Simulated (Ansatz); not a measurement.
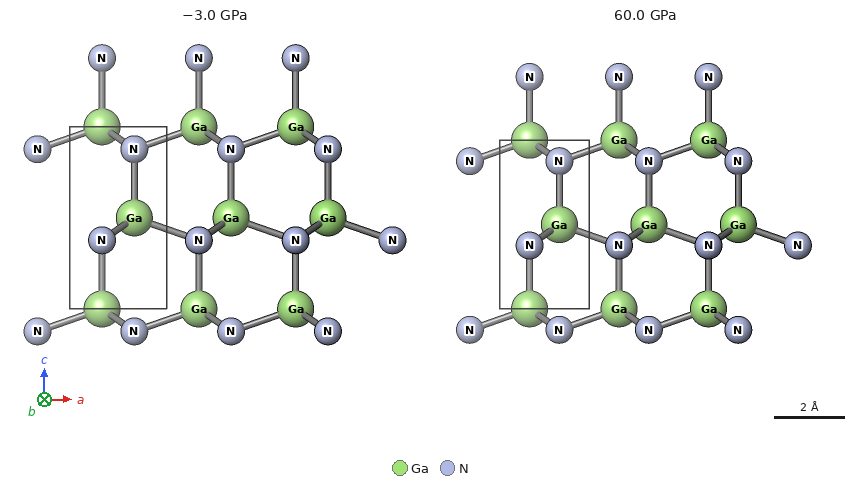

Solid GaN (set up in P6_3mc), relaxed (cell and atoms) at several target pressures. The picture shows the first and the last member. The picture is a ball-and-stick view of the cell of the calculation, repeated 3 × 1 × 1 with one cell outlined, seen along the b axis.

Computed with Ansatz 0.2.0: DFT PBE, scalar-relativistic, plane waves, PAW. (plane-wave cutoff 420 eV; k-point mesh 12 × 12 × 6; occupations gaussian; smearing width 0.02 eV; no spin polarisation; cell and atoms relaxed; force threshold 0.008 eV/Å)

```
pressure (GPa)  volume (Å³/atom)  a (Å)  c (Å)  band gap (eV)
          −3.0            11.976  3.238  5.276           1.59
           0.0            11.758  3.218  5.243           1.71
           3.0            11.559  3.200  5.213           1.82
           8.0                 ?      ?      ?              ?
          15.0            10.920  3.140  5.116           2.20
          30.0            10.317  3.081  5.021           2.57
          60.0             9.465  2.992  4.884           3.13
```

Estimate the missing row from the others, and compare with the calculation.

Murnaghan's form V = V₀(1 + B′P/B₀)^(−1/B′), with V₀ = 11.758 Å³ from the row at zero pressure, fits the other rows with B₀ = 174 GPa and B′ = 3.99 (largest miss 0.006 Å³). At 8.0 GPa it gives 11.758 × (1 + 3.99 × 8.0/174)^(−1/3.99) = 11.272 Å³ per atom. The calculation gives 11.271 Å³/atom (a = 3.173 Å, c = 5.170 Å). The estimate is 0.001 Å³/atom too high. For the gap a parabola through the rows 0.0, 3.0, 15.0 gives 1.99 eV, and the calculation 1.99 eV (semilocal gaps, lower than measured ones as a rule). From the first member to the last: Ga–N 1.988 → 1.835 Å.

The whole series:

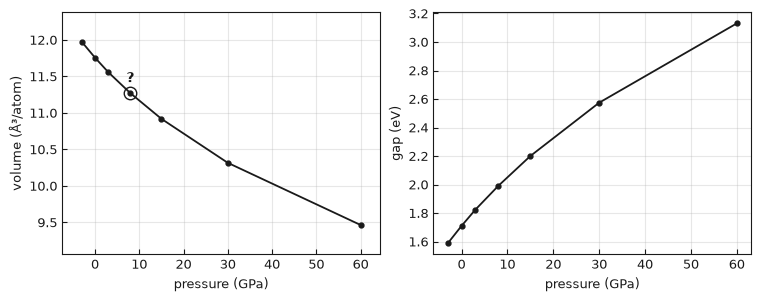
